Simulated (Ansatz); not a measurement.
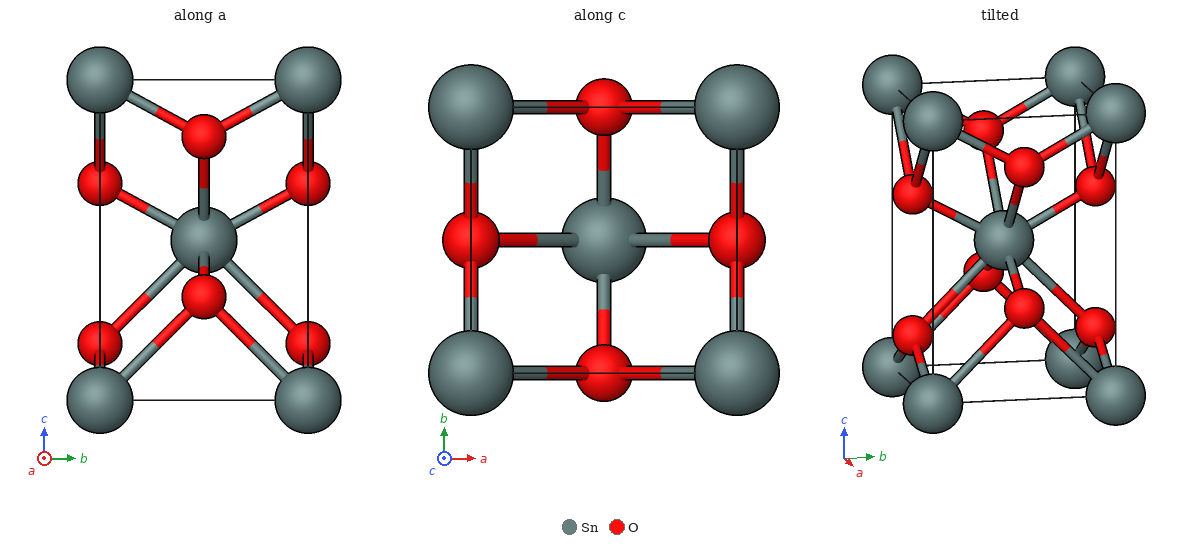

An orthographic ball-and-stick view of the structure, along the a axis, along the c axis and slightly off an axis. The conventional unit cell is outlined; an atom on or near a face, edge or corner is repeated at each equivalent position. Cell: a = 3.593 Å, b = 3.593 Å, c = 5.532 Å, α = 90.00°, β = 90.00°, γ = 90.00°.

The stoichiometry is SnO₂. The structure has P4_2/nmc (No. 137) symmetry and a primitive tetragonal lattice. The cell holds 6 atoms (2 Sn, 4 O), Z = 2. Within bonding distance, the neighbour counts come to Sn 8 and O 4.

It goes back to a structure listed in the Materials Project, with elements exchanged, so it need not be a known form of the compound. Atoms and cell were optimised with DFT PBE, scalar-relativistic, plane waves, PAW in Ansatz.
